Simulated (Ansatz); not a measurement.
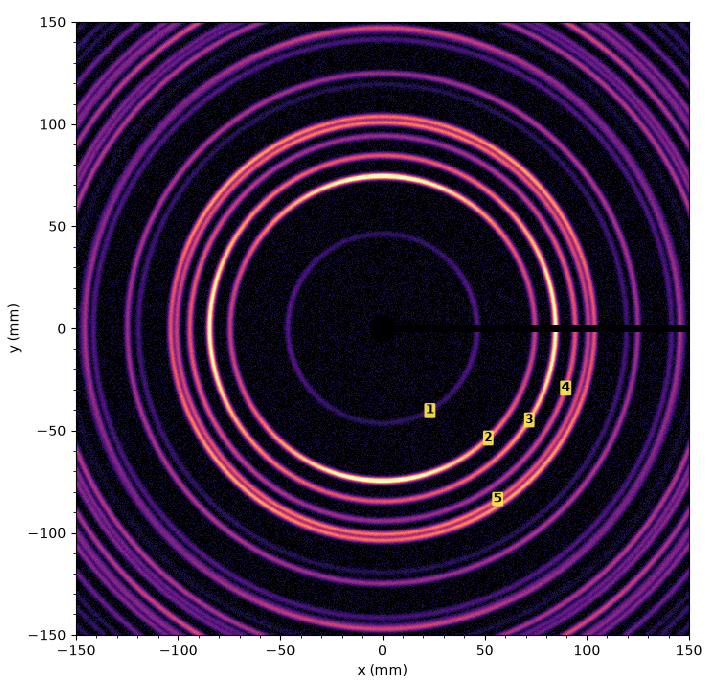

Simulated X-ray powder rings on a flat area detector normal to the beam: λ = 0.4959 Å, sample-to-detector distance 380 mm, axes in mm from the beam centre, beam polarised horizontally, for a sample with fibre texture (March–Dollase model, fibre axis vertical in the picture). Kinematic intensities with B = 0.3 Å² for all atoms, without absorption; brightness goes as intensity to the power 0.4, clipped at the top, with counting noise. Reflections closer than the ring width show as one ring.

The sample is Rh, space group Cmcm, a = 2.700 Å, b = 8.177 Å, c = 2.725 Å, α = 90.00°, β = 90.00°, γ = 90.00°. It is based on the end point of a relaxation with Ansatz, DFT, revPBE, plane waves (420 eV) with PAW, scalar-relativistic; the starting structure was generated, so it need not be a known form of this composition.

### Give radius, d-spacing and indices of the numbered rings.

```json
{"ring": "1", "radius": "46.3 mm", "2θ (°)": "6.95", "d (Å)": "4.09", "hkl": "020"}
{"ring": "2", "radius": "74.5 mm", "2θ (°)": "11.10", "d (Å)": "2.56", "hkl": "110"}
{"ring": "3", "radius": "84.6 mm", "2θ (°)": "12.56", "d (Å)": "2.27", "hkl": "021"}
{"ring": "4", "radius": "94.3 mm", "2θ (°)": "13.93", "d (Å)": "2.04", "hkl": "040"}
{"ring": "5", "radius": "100.8 mm", "2θ (°)": "14.85", "d (Å)": "1.918", "hkl": "130"}
```

### Which lattice planes lie preferentially normal to the fibre axis?

The (1 1 0) planes: ring 2 is concentrated at the top and bottom of the pattern (March parameter 0.55).
